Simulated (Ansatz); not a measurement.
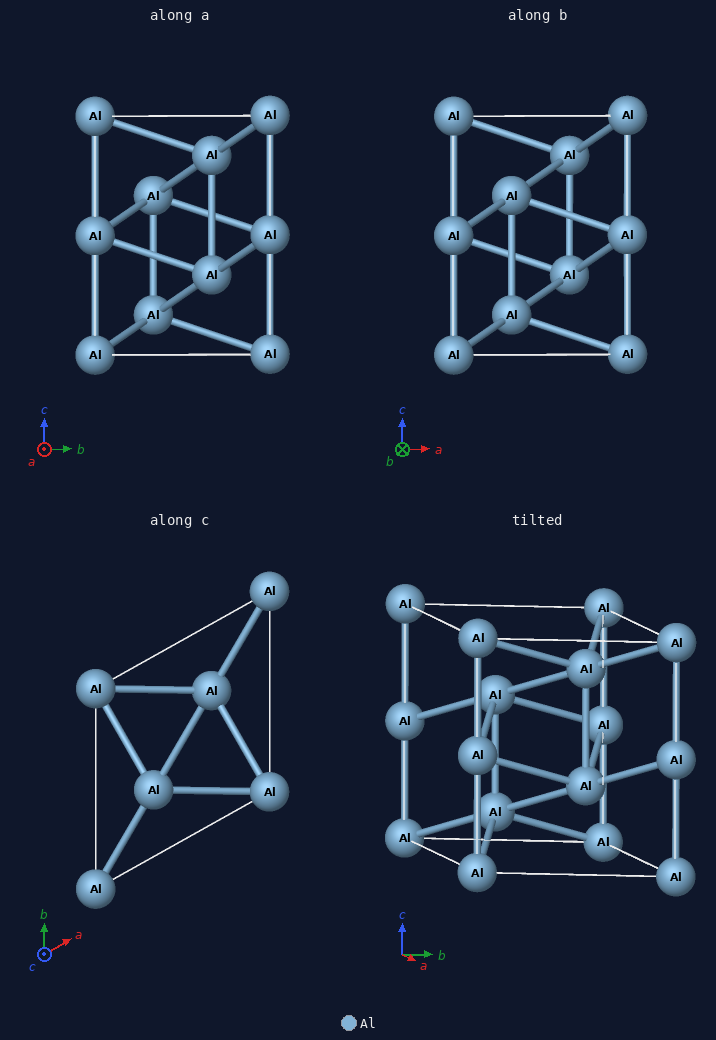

Structure drawing (ball-and-stick), viewed along the a axis, along the b axis, along the c axis and slightly off an axis. The frame is the unit cell; atoms at its boundary are shown with their periodic copies.

Lattice parameters: a = 4.582 Å, b = 4.612 Å, c = 5.492 Å, α = 89.50°, β = 89.51°, γ = 60.76°. Put a along x and b in the xy plane.

Set out the cell and atoms as a POSCAR file, with free fractional coordinates to two decimals.

```
Al
1.0
     4.582    0.000    0.000
     2.253    4.024    0.000
     0.047    0.029    5.492
Al
6
Direct
  0.00 0.00 0.00
  0.33 0.33 0.67
  0.67 0.67 0.83
  0.67 0.67 0.33
  0.33 0.33 0.17
  0.00 0.00 0.50
```

The cell started as a random cell made by a generator, so it need not be a real form of the element. The structure drawn was relaxed with DFT PBE, scalar-relativistic, plane waves, PAW (Ansatz).
